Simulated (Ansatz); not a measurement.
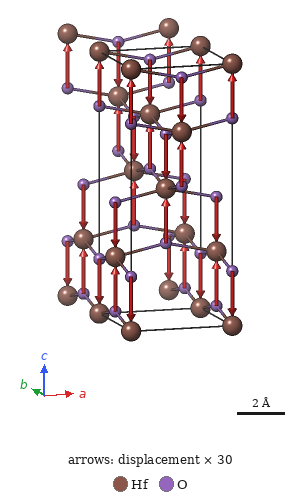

A relaxation of solid HfO2 (built on the anatase type). The starting structure is drawn; red arrows show the displacements (the part carried along by the change of the cell is left out), magnified 30 times.

Style: ball-and-stick. Shown: the conventional cell (2 times the calculation's cell), repeated 1 × 2 × 1 with one cell outlined, from a free direction. Lengths and directions refer to the drawn axes.

All numbers below come from Ansatz, DFT, PBE, plane waves, PAW. (plane-wave cutoff 420 eV; k-point mesh 8 × 8 × 8; occupations fermi dirac; smearing width 0.02 eV; no spin polarisation; cell and atoms relaxed; force threshold 0.005 eV/Å)

**Atoms of which element are displaced furthest, and by how much?**

Oxygen: up to 0.067 Å, against 0.000 Å for hafnium.

**What did the optimiser do to the structure, and how much energy did it gain?**

The energy falls by 5.215 eV per cell of the calculation in 7 accepted moves (9 points after the start). Largest force component: 1.4 eV/Å at the start, 0.0033 eV/Å at the end. The pressure goes from −32.14 to −0.03 GPa. At 2 points the geometry stayed and the basis and grid were re-selected for the new cell (energy shift of 27.4 meV per cell of the calculation at most each time). The largest moves relative to the cell, 0.067 Å, are those of O atoms. Hf stays in place. The drawn cell changes as follows: a = b 4.603 → 4.019 Å (−12.7 %), c 11.553 → 10.648 Å (−7.8 %); the volume changes by −29.7 %. Near-neighbour distances that change, for instance: Hf–Hf 3.693 → 3.335 Å, Hf–O 2.352 → 2.074 Å, Hf–O 2.403 → 2.148 Å. Among the angles between lasting bonds that change: O–Hf–O 156.2° → 151.3°, Hf–O–Hf 156.2° → 151.3°, O–Hf–O 78.1° → 75.6°. The space group stays I4_1/amd (No. 141).
